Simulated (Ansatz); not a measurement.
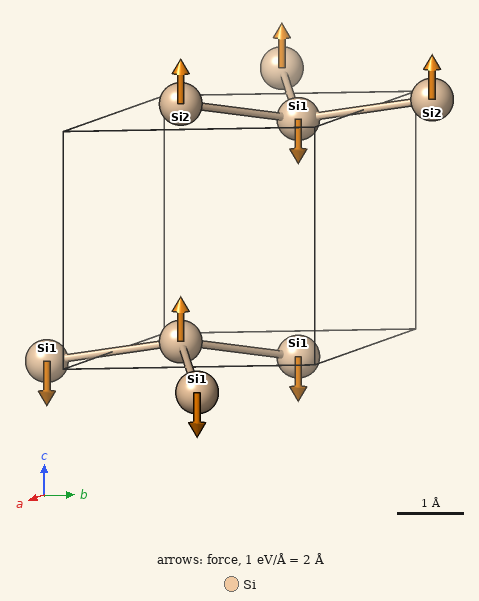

Starting geometry of solid Si (a generated structure, set up in P-3m1) with the computed forces as orange arrows. A ball-and-stick model of the cell of the calculation, seen slightly off an axis.

Computed with DFT PBE+D3(BJ), scalar-relativistic, plane waves, PAW (Ansatz).

The input:
```yaml
crystal:
  lattice:
    - [3.87, 0.0, 0.0]
    - [-1.935, 3.35151831, 0.0]
    - [0.0, 0.0, 3.68]
  atoms:
    - { symbol: Si, position: [0.33333333, 0.66666667, 0.94021739] }
    - { symbol: Si, position: [0.66666667, 0.33333333, 0.05978261] }
basis:
  ecutwfc: 420
kpoints:
  mp_grid: { grid: [18, 18, 16] }
hamiltonian:
  xc: pbe
  dispersion: d3bj
scf:
  occupations: { method: gaussian, width: 0.1 }
output:
  forces: true
  stress: true
  eigenvalues: true
  write_density: true
  write_potential: true
  elf: true
  volumetric_format: npy
relax:
  adjacent_minimum: "off"
  f_tol: 0.01
  max_steps: 80
  cell: { stress_tol: 0.05 }
```

Run as
```bash
ansatz run input.yaml --threads 1 --pin off --max-ram 2048MiB --backend cpu --events-out ev --progress --plain --runs-dir out
```

Q: Is this structure relaxed? If not, where do the atoms go?

A: It isn't relaxed: the largest force vector, on Si atoms, is 0.36 eV/Å. The atoms end up moving mostly along the starting forces (cosine between the two patterns 1.00). Over 7 accepted moves (8 points after the start) the energy falls by 159 meV per atom. The largest force component goes from 0.36 to 0.00098 eV/Å. Pressure: −2.46 GPa at the start and −0.01 GPa at the end. At 1 point the geometry stayed and the basis and grid were re-selected for the new cell (energy shift of 0.1 meV per atom at most each time). The largest moves relative to the cell, 0.19 Å, are those of Si1 and Si2. Si1 goes along −c. The volume changes by −13.5 %, with a = b 3.870 → 3.842 Å (−0.7 %), c 3.680 → 3.228 Å (−12.3 %). Near-neighbour distances that change, for instance: Si1–Si2 2.277 → 2.347 Å. Among the angles between lasting bonds that change: Si2–Si1–Si2 116.4° → 109.9°. The space group stays P-3m1 (No. 164).
